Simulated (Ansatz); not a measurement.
```yaml
crystal:
  lattice:
    - [0.00000, 5.43000, 5.43000]
    - [5.43000, 0.00000, 5.43000]
    - [5.43000, 5.43000, 0.00000]
  atoms:
    - { symbol: Si, position: [0.99256, 0.99257, 0.04398] }
    - { symbol: Si, position: [0.14504, 0.14506, 0.10598] }
    - { symbol: Si, position: [0.99433, 0.99433, 0.47365] }
    - { symbol: Si, position: [0.05612, 0.05582, 0.69665] }
    - { symbol: Si, position: [0.01184, 0.51796, 0.98421] }
    - { symbol: Si, position: [0.14855, 0.62995, 0.10895] }
    - { symbol: Si, position: [0.04657, 0.49740, 0.47713] }
    - { symbol: Si, position: [0.14785, 0.63050, 0.61089] }
    - { symbol: Si, position: [0.51794, 0.01183, 0.98421] }
    - { symbol: Si, position: [0.62994, 0.14855, 0.10891] }
    - { symbol: Si, position: [0.49754, 0.04650, 0.47708] }
    - { symbol: Si, position: [0.63051, 0.14786, 0.61089] }
    - { symbol: Si, position: [0.52192, 0.52192, 0.97026] }
    - { symbol: Si, position: [0.63842, 0.63841, 0.11116] }
    - { symbol: Si, position: [0.52119, 0.52120, 0.48503] }
    - { symbol: Si, position: [0.65315, 0.65308, 0.59584] }
    - { symbol: C, position: [0.21842, 0.21827, 0.53508] }
```

PAW files of the earlier set (soft_1); the program warned that a starting moment wasn't kept; spin-polarised.

All numbers below come from DFT PBEsol, scalar-relativistic, plane waves, PAW in Ansatz 0.2.0.

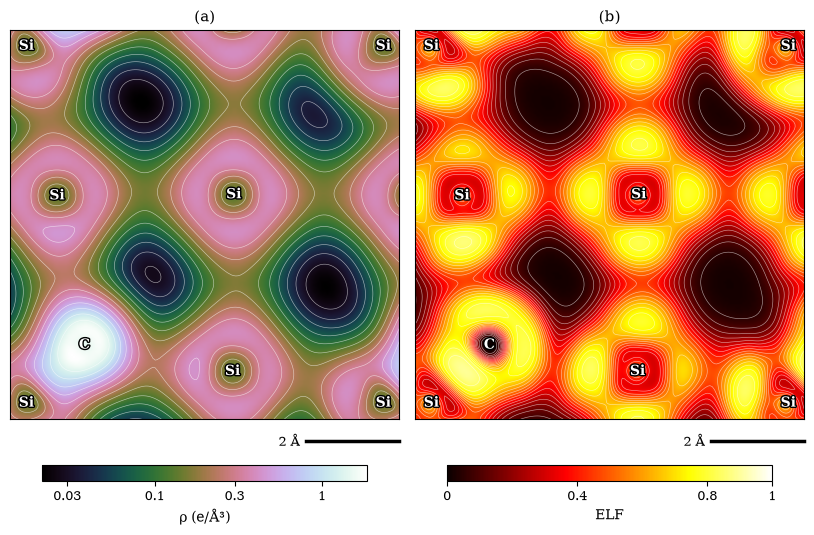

Si16C (cell with a defect). (a) valence charge density (pseudo); (b) ELF on the (101) plane of the calculation cell.

The density is the valence pseudo-density of a PAW calculation; it isn't the true density close to the nuclei.

What do the fields say about this system?

Answer. The section cuts through Si and C sites.
Si–C (1.76 Å): ρ is about 1 e/Å³ halfway; the ELF peaks at about 0.90 between the atoms.
Between the atoms the lowest density in this plane is 0.02 e/Å³.

Does the calculation make it a metal, or give it a gap?

Answer. It is metallic or semimetallic at this level of theory: no gap opens.
